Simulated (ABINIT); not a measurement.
**Run report: Ni3Si, geometry relaxation (part 4 of 4)**

Ni3Si (Pm-3m, 4 atoms in the cell); Kohn-Sham DFT of a periodic cell, PBEsol, Ansatz PAW PBE default generated set, frozen core, spin-polarised (ABINIT 10.8.3); cutoff 419.06 eV, 6×6×6 k-mesh, fermi-dirac of 0.05 eV, collinear spins. The structure derives from an entry of the Crystallography Open Database.

Geometry of the input (Å; fractional positions):
```
3.5420  0.0000  0.0000
0.0000  3.5420  0.0000
0.0000  0.0000  3.5420
Ni 0.5000  0.5000  0.0000
Ni 0.5000  0.0000  0.5000
Ni 0.0000  0.5000  0.5000
Si 0.0000  0.0000  0.0000
```

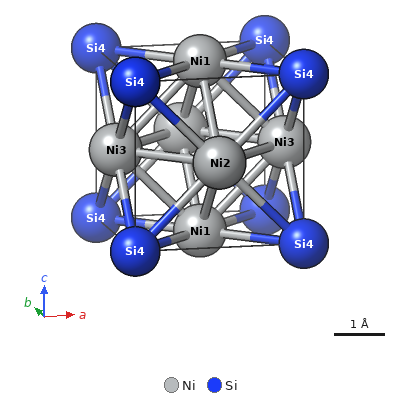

**Figure 1.** The geometry at step 4 of the log (ball-and-stick view of the cell of the calculation, seen slightly off an axis; atoms are numbered from 1 in the order of the input).

Trajectory as extended XYZ, continued:
```
4
Lattice="3.4617 0.0000 0.0000 0.0000 3.4617 0.0000 0.0000 0.0000 3.4617" Properties=species:S:1:pos:R:3:forces:R:3 step=4 energy=-14050.29927
Ni    1.7309    1.7309    0.0000    0.0000   0.0000   0.0000
Ni    1.7309    0.0000    1.7309    0.0000   0.0000   0.0000
Ni    0.0000    1.7309    1.7309    0.0000   0.0000   0.0000
Si    0.0000    0.0000    0.0000    0.0000   0.0000   0.0000
```

Summary:

- outcome: converged
- space group (tolerance 0.01 Å): Pm-3m (221)
- electrons treated: 58
- free energy: −14050.2993 eV
- Fermi energy: 11.454 eV
- gap on the k-point mesh: none (metallic)
- net moment of the cell: 0.00 μB
- pressure: 0.00 GPa
- final volume: 41.48 Å³
- largest force (length of the vector) at the end: under 0.001 eV/Å
- final cell: a = 3.462 Å, b = 3.462 Å, c = 3.462 Å, α = 90.00°, β = 90.00°, γ = 90.00°
- hardware: 1 thread of Arm Neoverse V1, 112 GiB of memory available, shared host
- wall time: 20 min
- peak memory: 0.42 GiB
